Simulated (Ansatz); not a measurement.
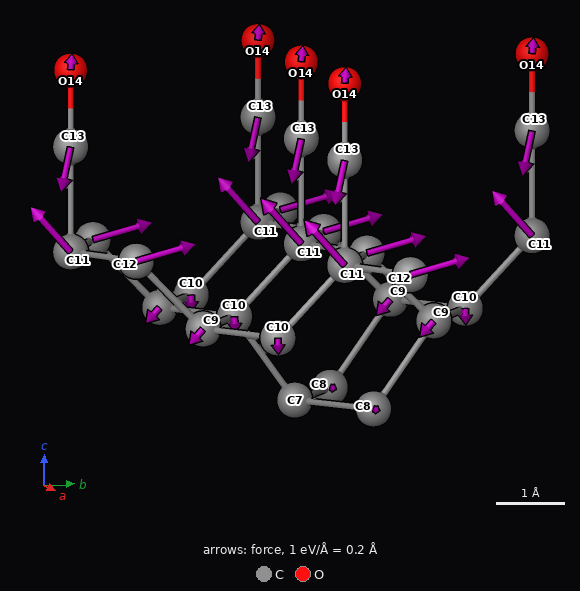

Starting geometry of a slab of composition C$_{13}$O (cut from the Fd-3m phase) with the computed forces as purple arrows. A ball-and-stick model of the atoms within 4.2 Å of the atom that moves most (axes of the 3 × 2 repeat of the cell, outlined in the plane, without the vacuum), seen slightly off an axis.

Case: CO put at a top C site. The slab is the (1 1 0) face of C with CO on it. 6 atoms are held fixed.

These are results of Ansatz 0.2.0, DFT PBEsol, scalar-relativistic, plane waves, PAW, not measurements.

The input:
```yaml
crystal:
  lattice:
    - [2.5129226041, 0.0, 0.0]
    - [0.0, 3.5538092279, 0.0]
    - [0.0, 0.0, 26.4323065103]
  atoms:
    - { symbol: C, position: [0.5, 0.0, 0.3215761741] }
    - { symbol: C, position: [0.0, 0.25, 0.3215761741] }
    - { symbol: C, position: [0.0, 0.5, 0.3691112351] }
    - { symbol: C, position: [0.5, 0.75, 0.3691112351] }
    - { symbol: C, position: [0.5, 0.0, 0.4166462961] }
    - { symbol: C, position: [0.0, 0.25, 0.4166462961] }
    - { symbol: C, position: [0.0, 0.5012213665, 0.4639707316] }
    - { symbol: C, position: [0.5, 0.7487786335, 0.4639707316] }
    - { symbol: C, position: [0.5, 0.0097937655, 0.5127526596] }
    - { symbol: C, position: [0.0, 0.2402062345, 0.5127526596] }
    - { symbol: C, position: [0.0, 0.5296167306, 0.5526411805] }
    - { symbol: C, position: [0.5, 0.7203832694, 0.5526411805] }
    - { symbol: C, position: [0.0, 0.5296167306, 0.6124165164] }
    - { symbol: O, position: [0.0, 0.5296167306, 0.6559238811] }
basis:
  ecutwfc: 420
kpoints:
  mp_grid: { grid: [11, 8, 1] }
hamiltonian:
  xc: pbesol
scf:
  occupations: { method: gaussian, width: 0.05 }
output:
  forces: true
  eigenvalues: true
relax:
  adjacent_minimum: "off"
  f_tol: 0.03
  max_steps: 70
  constraints: [{ sites: [0, 1, 2, 3, 4, 5] }]
efield:
  axis: 3
  dipole_correction: true
  ramp_width: 0.04
```

Run as
```bash
ansatz run input.yaml --threads 1 --pin off --max-ram 2560MiB --backend cpu --events-out ev --progress --plain --runs-dir out
```

> Is this structure relaxed? If not, where do the atoms go?

It isn't relaxed: the largest force vector, on C atoms, is 4.86 eV/Å. The final displacements have little in common with the starting forces (cosine between the two patterns 0.24). Over 11 accepted moves (12 points after the start) the energy falls by 1.779 eV per cell of the calculation. Largest force component: 4.7 eV/Å at the start, 0.014 eV/Å at the end. The line search rejected the trial step at point 9 of the run. The largest move is that of C13, 1.12 Å at 77° to the normal (−c side). Largest moves by element: C 1.12 Å, O 1.11 Å. The lattice vectors keep their values. Among the contacts that change: C11–C12 1.428 → 1.539 Å, C10–C11 1.473 → 1.570 Å, C11–C13 1.580 → 1.519 Å, C7–C10 1.588 → 1.535 Å. Bond angles that change, for instance: C11–C13–O14 180.0° → 138.0°, C10–C11–C13 135.7° → 103.2°, C12–C11–C13 90.0° → 112.9°.

Limits of the set-up: the periodic images lie only 2.5 Å apart, so the values are limited by the cell's size.
